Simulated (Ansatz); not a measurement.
Given this structure:

```
Sn O H
1.0
    -4.82719   -4.82719    0.00000
    -4.82719    4.82719    0.00000
     4.82719    0.00000   -6.47630
Sn O H
8 16 1
Direct
  0.44522 0.52181 0.49974
  0.20437 0.29797 0.99972
  0.94526 0.02166 0.49964
  0.68642 0.76625 0.99966
  0.57533 0.14775 0.75166
  0.32295 0.90033 0.26140
  0.06122 0.63863 0.73802
  0.82328 0.39574 0.24772
  0.46167 0.82924 0.50470
  0.20994 0.59657 0.99968
  0.95657 0.32415 0.49469
  0.73186 0.07310 0.99966
  0.43373 0.21890 0.50276
  0.14569 0.98115 0.99982
  0.93065 0.71579 0.49662
  0.68057 0.46367 0.99967
  0.76292 0.63635 0.75098
  0.51571 0.38280 0.24675
  0.26865 0.13569 0.75267
  0.01164 0.88509 0.24834
  0.37117 0.66562 0.75077
  0.12949 0.41573 0.24750
  0.88171 0.16777 0.75189
  0.62014 0.91441 0.24859
  0.00000 0.00000 0.00000
```

What does this file describe?

The stoichiometry is Sn8HO16. With Z = 1, the cell contains 8 Sn, 1 H, 16 O. Each Sn has six O in a distorted octahedral arrangement at 2.04 to 2.25 Å. H is linked to one O at 1.00 Å. The bonds build a three-dimensional framework.

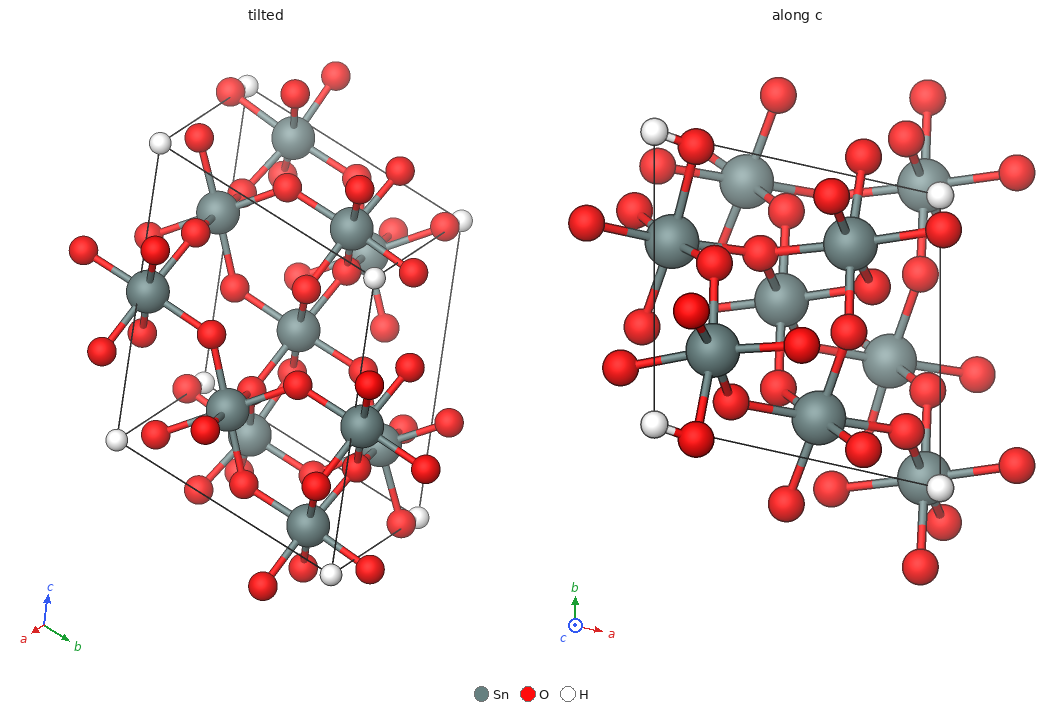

A ball-and-stick rendering, viewed slightly off an axis and along the c axis. The wireframe shows the simulation cell. A few atoms beyond the faces are included. Colours: tin teal, hydrogen white, oxygen red.

Origin of the cell: a structure listed in the Materials Project, repeated into a supercell with a point defect put in. The atoms were relaxed in a fixed cell with DFT PBE, scalar-relativistic, plane waves, PAW (Ansatz).
